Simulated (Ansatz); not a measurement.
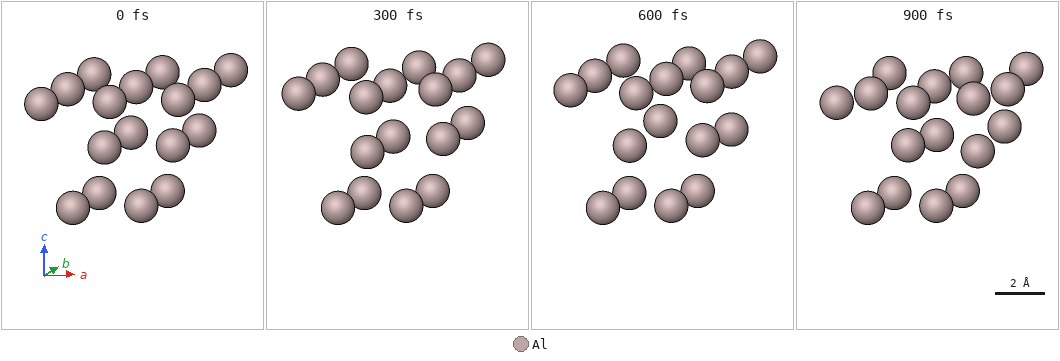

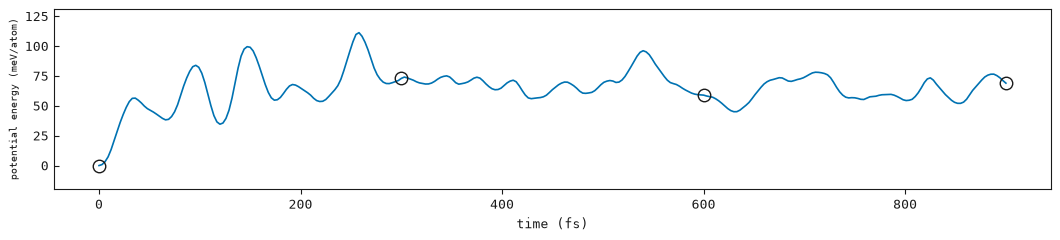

A Born-Oppenheimer molecular dynamics run of a slab of Al(111) (12 atoms in the cell), 900 fs long. Frames and the history of the run. A spheres-only model of the simulation cell, with the vacuum cut short, seen slightly off an axis.

These are results of DFT PBE-D3(BJ), scalar-relativistic, plane waves, PAW in Ansatz 0.2.0, not measurements. Set-up: plane-wave cutoff 420 eV; k-point mesh 3 × 3 × 1; Fermi-Dirac smearing 0.1 eV; 4 atoms held fixed; Langevin thermostat (NVT); set temperature 700 K; time step 3 fs; friction 0.01 per fs.

> Describe the run.

Over the second half the temperature averages 785 K (spread ±171 K). The potential energy in the second half lies on average 65.8 meV per atom above the first frame. In the second half of the run the atoms are, in the root-mean-square, this far from where they began (common drift taken out): Al 0.50 Å. That is small against the typical shortest distance between atoms in the first frame, about 2.9 Å: the atoms vibrate about their sites and the arrangement holds.

The run took 7.7 min on 1 thread of AMD EPYC 9R45 96-Core Processor (Zen 5) (shared host), peak memory 0.62 GiB.
